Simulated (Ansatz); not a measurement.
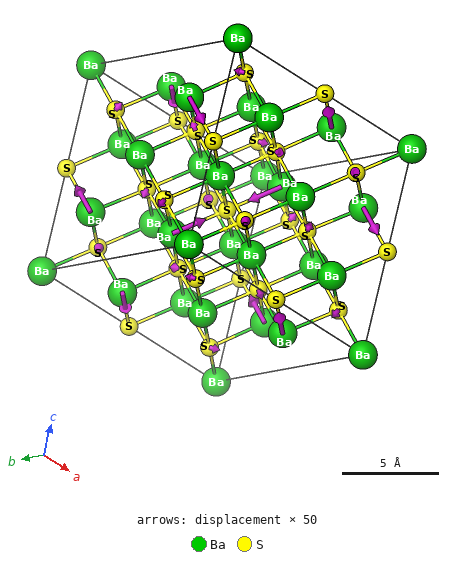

This is a relaxation of a defect cell of composition Ba16S15 (cell charge +1). The starting structure is drawn; purple arrows show the displacements, 50 times their true length.

A ball-and-stick model of the cell of the calculation, seen from a free direction.

Case: S vacancy (site b), charge +1, atoms relaxed at the host's cell.

Theory: DFT PBE, scalar-relativistic, plane waves, PAW (Ansatz 0.2.0). Settings: plane-wave cutoff 420 eV; k-point mesh 2 × 2 × 2; occupations gaussian; smearing width 0.01 eV; mesh shifted by (0.5, 0.5, 0.5); collinear spin; atoms relaxed in a fixed cell; force threshold 0.025 eV/Å; at most 45 steps.

Q: Which element moves most?

A: Barium: up to 0.040 Å, against 0.013 Å for sulfur.

Q: What did the optimiser do to the structure, and how much energy did it gain?

A: The energy falls by 35.1 meV per cell of the calculation in 1 accepted move (2 points after the start). The largest force component goes from 0.22 to 0.0046 eV/Å. The line search rejected the trial step at point 1 of the run. The largest moves, 0.040 Å, are those of Ba atoms. Largest moves by element: Ba 0.040 Å, S 0.013 Å. The cell stays as it was. Some distances before and after: Ba–S 3.155 → 3.115 Å, Ba–S 3.223 → 3.232 Å, Ba–S 3.207 → 3.199 Å. The run took 26 s on 4 threads of AMD EPYC 9R45 96-Core Processor (Zen 5) (shared host), peak memory 3.2 GiB.

Limits of the set-up: the cell is charged, on a uniform background, and energies carry no finite-size correction.
